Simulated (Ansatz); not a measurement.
Mg$_{15}$O$_{17}$ (cell charge +1, with a compensating background) (cell with a defect)

```cif
data_structure
_symmetry_space_group_name_H-M 'P 1'
_symmetry_Int_Tables_number 1
_cell_length_a 7.3674
_cell_length_b 7.3674
_cell_length_c 7.3674
_cell_angle_alpha 109.471
_cell_angle_beta 109.471
_cell_angle_gamma 109.471
_cell_volume 307.84
loop_
_atom_site_label
_atom_site_type_symbol
_atom_site_fract_x
_atom_site_fract_y
_atom_site_fract_z
_atom_site_occupancy
O1 O 0.75159 0.06143 0.31064 1
Mg1 Mg 0.99198 0.99428 0.00335 1
Mg2 Mg 0.75490 0.75324 0.50046 1
Mg3 Mg 0.25124 0.00100 0.75083 1
Mg4 Mg 0.99372 0.75543 0.24779 1
Mg5 Mg 0.48702 0.98711 0.50114 1
Mg6 Mg 0.25379 0.75320 0.99939 1
Mg7 Mg 0.75122 0.51238 0.76221 1
Mg8 Mg 0.01545 0.51572 0.50131 1
Mg9 Mg 0.50868 0.75537 0.76268 1
Mg10 Mg 0.74746 0.24702 0.99927 1
Mg11 Mg 0.25132 0.50155 0.25128 1
Mg12 Mg 0.51048 0.51292 0.00349 1
Mg13 Mg 0.01520 0.24857 0.76244 1
Mg14 Mg 0.24876 0.24698 0.50062 1
Mg15 Mg 0.48718 0.24863 0.23447 1
O2 O 0.49949 0.75178 0.25336 1
O3 O 0.75126 0.74172 0.99153 1
O4 O 0.50185 0.49531 0.49591 1
O5 O 0.99571 0.73931 0.74465 1
O6 O 0.75081 0.49767 0.25081 1
O7 O 0.25123 0.74695 0.49683 1
O8 O 0.00047 0.49531 0.99453 1
O9 O 0.50670 0.25025 0.74461 1
O10 O 0.75135 0.21950 0.46917 1
O11 O 0.24792 0.49764 0.74791 1
O12 O 0.48407 0.00095 0.98364 1
O13 O 0.00269 0.25504 0.25341 1
O14 O 0.25111 0.25482 0.00476 1
O15 O 0.75155 0.00129 0.74784 1
O16 O 0.01841 0.00093 0.51795 1
O17 O 0.25451 0.00131 0.25083 1
```

The SCF solution may not be the lowest one; the program warned that a starting moment wasn't kept; spin-polarised.

Method: DFT PBE, scalar-relativistic, plane waves, PAW in Ansatz 0.2.0.

In a PAW calculation such maps are meaningful between the atoms, not at the nuclei.

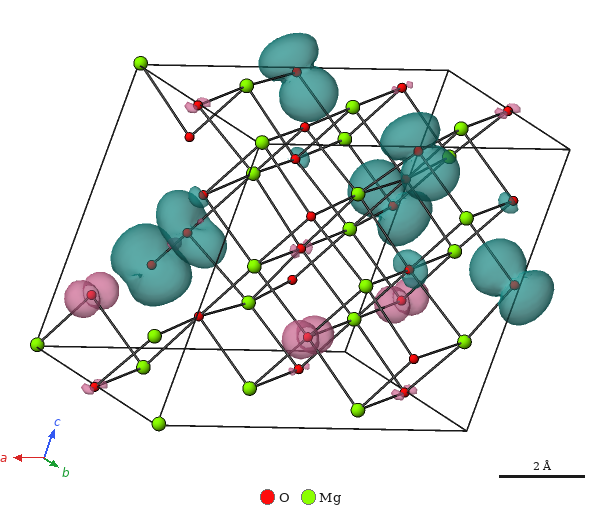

Figure 1. Isosurfaces of the spin density at +0.015 (teal) and −0.015 e/Å³ (pink), seen at an oblique angle. Sticks mark near contacts.

> Which atoms carry the moments, and with what signs?

The spin density sits on O: +0.3 μB in one cell of 32 atoms, with smaller moments on other sites: O (up to +0.20 μB): with much of the spin spread outside that site. The cell of the calculation (32 atoms) carries 1.0 μB of net spin moment.

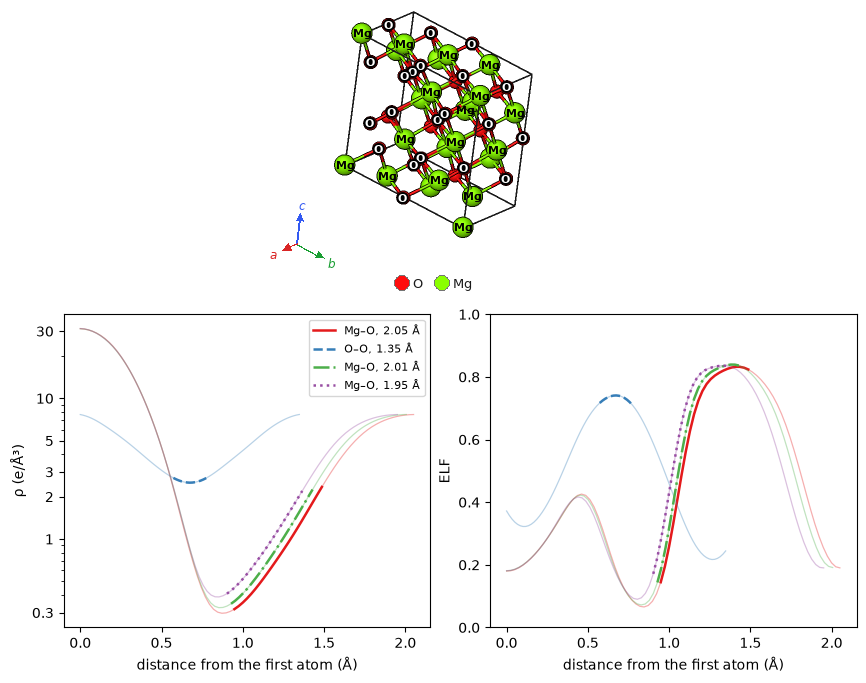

Figure 2. Valence charge density (pseudo) and electron localisation function along straight lines between neighbouring atoms. Thin, pale parts lie inside the atomic spheres. The structure is drawn too.

> Compare the contacts.

Mg–O (2.05 Å): the density is about 0.38 e/Å³ at the midpoint; the ELF peaks at about 0.85 in the valence shell of O, 0.6 Å from its nucleus, and is about 0.35 at the midpoint; an ionic contact with no shared pair.
O–O (1.35 Å): the density is about 2.5 e/Å³ at the midpoint; the ELF peaks at about 0.75 between the atoms.
Mg–O (2.01 Å): the density is about 0.41 e/Å³ at the midpoint; the ELF peaks at about 0.85 in the valence shell of O, 0.6 Å from its nucleus, and is about 0.35 at the midpoint (an ionic contact with no shared pair).
Mg–O (1.95 Å): ρ is about 0.48 e/Å³ halfway; the ELF peaks at about 0.85 in the valence shell of O, 0.6 Å from its nucleus, and is about 0.35 at the midpoint; a largely ionic contact.
